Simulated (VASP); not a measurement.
## Electronic structure of H19NO8 (amorphous cell) in real space

```cif
data_structure
_symmetry_space_group_name_H-M 'P 1'
_symmetry_Int_Tables_number 1
_cell_length_a 6.0659
_cell_length_b 6.0659
_cell_length_c 6.0659
_cell_angle_alpha 90.000
_cell_angle_beta 90.000
_cell_angle_gamma 90.000
_cell_volume 223.20
loop_
_atom_site_label
_atom_site_type_symbol
_atom_site_fract_x
_atom_site_fract_y
_atom_site_fract_z
_atom_site_occupancy
O1 O 0.02976 0.16489 0.04242 1
O2 O 0.98046 0.64044 0.79287 1
O3 O 0.56854 0.38108 0.85941 1
O4 O 0.63042 0.32227 0.28779 1
O5 O 0.93618 0.62384 0.24291 1
O6 O 0.73290 0.03255 0.55726 1
O7 O 0.20261 0.95900 0.48947 1
O8 O 0.24758 0.42534 0.51497 1
H1 H 0.14280 0.06083 0.09369 1
H2 H 0.92211 0.15020 0.16372 1
H3 H 0.03179 0.78933 0.74928 1
H4 H 0.08117 0.53710 0.72563 1
H5 H 0.69417 0.48118 0.81684 1
H6 H 0.57881 0.25600 0.75288 1
H7 H 0.75500 0.42819 0.30905 1
H8 H 0.58631 0.34343 0.12165 1
H9 H 0.04508 0.73875 0.26027 1
H10 H 0.93707 0.59310 0.08116 1
H11 H 0.67398 0.11734 0.43161 1
H12 H 0.70060 0.88558 0.50915 1
H13 H 0.35767 0.95119 0.53263 1
H14 H 0.14905 0.09248 0.55828 1
H15 H 0.12034 0.46440 0.41098 1
H16 H 0.37049 0.39819 0.41009 1
H17 H 0.43260 0.82394 0.21583 1
H18 H 0.44247 0.67394 0.98869 1
H19 H 0.50424 0.94495 0.96922 1
N1 N 0.40561 0.83199 0.04659 1
```

Not relaxed (largest force 1.9 eV/Å).

All numbers below come from VASP 6.6.1, Kohn-Sham DFT of a periodic cell, PBE with D3(BJ), VASP PAW PBE potentials, recommended.

In a PAW calculation such maps are meaningful between the atoms, not at the nuclei.

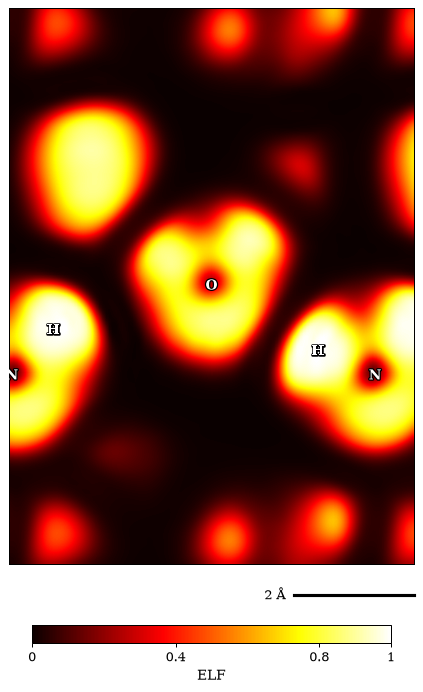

Figure 1. ELF on the (101) plane of the calculation cell.

**Describe what can be read from this map.**

- The plane passes through O, H and N nuclei.
- Atoms just off the plane (O, 0.6 Å away and H, 0.4 Å away) can leave unmarked features too.
- N–H (1.02 Å): the ELF climbs to about 1 towards the hydrogen, as it does in any bond to H (an ordinary covalent bond to hydrogen).
- The ELF also peaks beside O, away from the bonds: lone-pair regions.

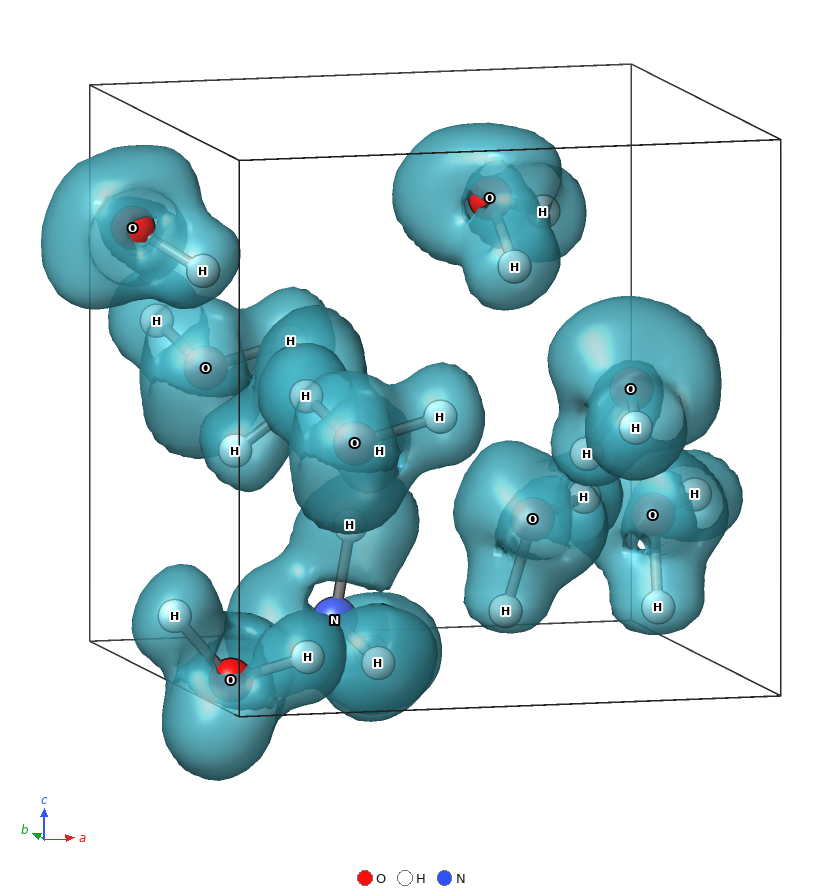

Figure 2. Isosurface of the ELF at 0.75 (cyan), seen slightly off an axis. Only the valence region is drawn (cores and ρ < 0.01 e/Å³ removed). Sticks mark near contacts.

**Where are the electrons localised?**

The surface consists of one joined region spread over several atoms (H, N), in which their bonds and any lone pairs are merged and eight joined regions spread over several atoms (H, O), in which their bonds and any lone pairs are merged, counted in one cell of 28 atoms. Regions shared between cells count once.


O–H (0.96 Å): the ELF climbs to about 1 towards the hydrogen: an ordinary covalent bond to hydrogen.

**Metal or insulator at this level of theory?**

It is gapped, with a Kohn–Sham gap of 4.0 eV at the Γ point, the only k-point used.
